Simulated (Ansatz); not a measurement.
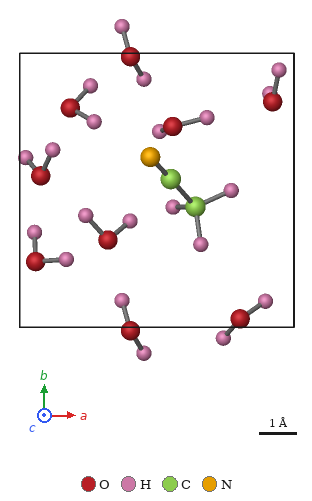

Starting frame of a dynamics run of a periodic cell with 8 H2O + 1 CH3CN at 0.723 g/cm³. A ball-and-stick model of the simulation cell, seen along the c axis.

Computed with Ansatz, DFT PBE, scalar-relativistic, plane waves, PAW.

Input
```yaml
accuracy: low
crystal:
  lattice:
    - [7.519063, 0.0, 0.0]
    - [0.0, 7.519063, 0.0]
    - [0.0, 0.0, 7.519063]
  atoms:
    - { symbol: O, position: [0.18387216, 0.80090367, 0.77633228] }
    - { symbol: H, position: [0.27076834, 0.75045913, 0.85933024] }
    - { symbol: H, position: [0.25747505, 0.88158659, 0.70001973] }
    - { symbol: O, position: [0.05736407, 0.24022969, 0.76927036] }
    - { symbol: H, position: [0.16932385, 0.2482254, 0.83414775] }
    - { symbol: H, position: [0.05325024, 0.34689634, 0.69382298] }
    - { symbol: O, position: [0.07590938, 0.55314301, 0.54851487] }
    - { symbol: H, position: [0.11971383, 0.64808222, 0.63384798] }
    - { symbol: H, position: [0.02089413, 0.61964245, 0.45113123] }
    - { symbol: O, position: [0.40341312, 0.98785115, 0.56120282] }
    - { symbol: H, position: [0.37234786, 1.09818412, 0.49796816] }
    - { symbol: H, position: [0.45246128, 0.90584889, 0.47043365] }
    - { symbol: O, position: [0.80359299, 0.03144527, 0.95146389] }
    - { symbol: H, position: [0.89570095, 0.09543001, 0.88272664] }
    - { symbol: H, position: [0.74225927, -0.03907417, 0.86092782] }
    - { symbol: O, position: [0.55751579, 0.73317179, 0.33684234] }
    - { symbol: H, position: [0.68257176, 0.76551558, 0.31509296] }
    - { symbol: H, position: [0.50986849, 0.71494984, 0.21718052] }
    - { symbol: O, position: [0.32102292, 0.3190391, 0.38916926] }
    - { symbol: H, position: [0.24005076, 0.40844873, 0.44218001] }
    - { symbol: H, position: [0.40190903, 0.38823654, 0.3159588] }
    - { symbol: O, position: [0.92216286, 0.82342938, 0.26953996] }
    - { symbol: H, position: [0.94554107, 0.93924091, 0.32363655] }
    - { symbol: H, position: [0.91184576, 0.85349471, 0.1400386] }
    - { symbol: C, position: [0.64051928, 0.44016702, 0.72594667] }
    - { symbol: C, position: [0.55058265, 0.54136651, 0.86186308] }
    - { symbol: "N", position: [0.47587638, 0.62156332, 0.97091504] }
    - { symbol: H, position: [0.55904684, 0.43904183, 0.60383168] }
    - { symbol: H, position: [0.77100627, 0.49962767, 0.69592715] }
    - { symbol: H, position: [0.66000533, 0.30285241, 0.77342737] }
basis:
  ecutwfc: 420.0
kpoints:
  mp_grid: { grid: [1, 1, 1] }
hamiltonian:
  xc: pbe
scf:
  occupations: { method: fermi_dirac, width: 0.05 }
  lower_state_search: "off"
md:
  timestep: 0.5
  n_steps: 300
  ensemble: nvt_langevin
  temperature: 250.0
  initial_velocities: maxwell_boltzmann
  seed: 774608
  friction: 0.02
```

Run as
```bash
ansatz run input.yaml --threads 1 --pin off --max-ram 3072MiB --backend cpu --events-out ev --progress --plain --runs-dir out
```

Q: What does the trajectory do?

A: The mean temperature in the second half is 267 K (standard deviation 23 K). The potential energy is still drifting at the end, so the run hasn't reached equilibrium. The potential energy in the second half lies on average 25.6 meV per atom above the first frame. Root-mean-square distances from the starting positions over the second half, with the common drift of all atoms taken out: N 0.51 Å, H 0.46 Å, O 0.40 Å, C 0.33 Å. The heavy atoms stay within a fraction of a molecule's size of their starting places; so short a run doesn't tell a liquid from a solid.

Along the run (each row but the first and the last is the mean over the interval that it begins):

```
time (fs)  potential energy (meV/atom)  T (K)
      0.0                          0.0    242
     15.0                         19.7    196
     30.0                         22.7    189
     45.0                         22.0    212
     60.0                         23.1    215
     75.0                         20.4    269
     90.0                         24.4    261
    105.0                         24.9    293
    120.0                         29.8    253
    135.0                         28.3    259
    150.0                         21.6    253
```

The paths of the atoms:

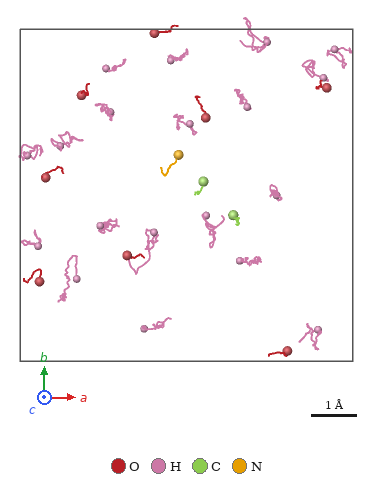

Limits of the set-up: the program's low-accuracy preset was used; the periodic images lie only 7.5 Å apart, so the values are limited by the cell's size.

Cost: 7.8 min on 1 thread of Intel(R) Xeon(R) Platinum 8488C (Sapphire Rapids), on a shared host, peak memory 0.5 GiB.
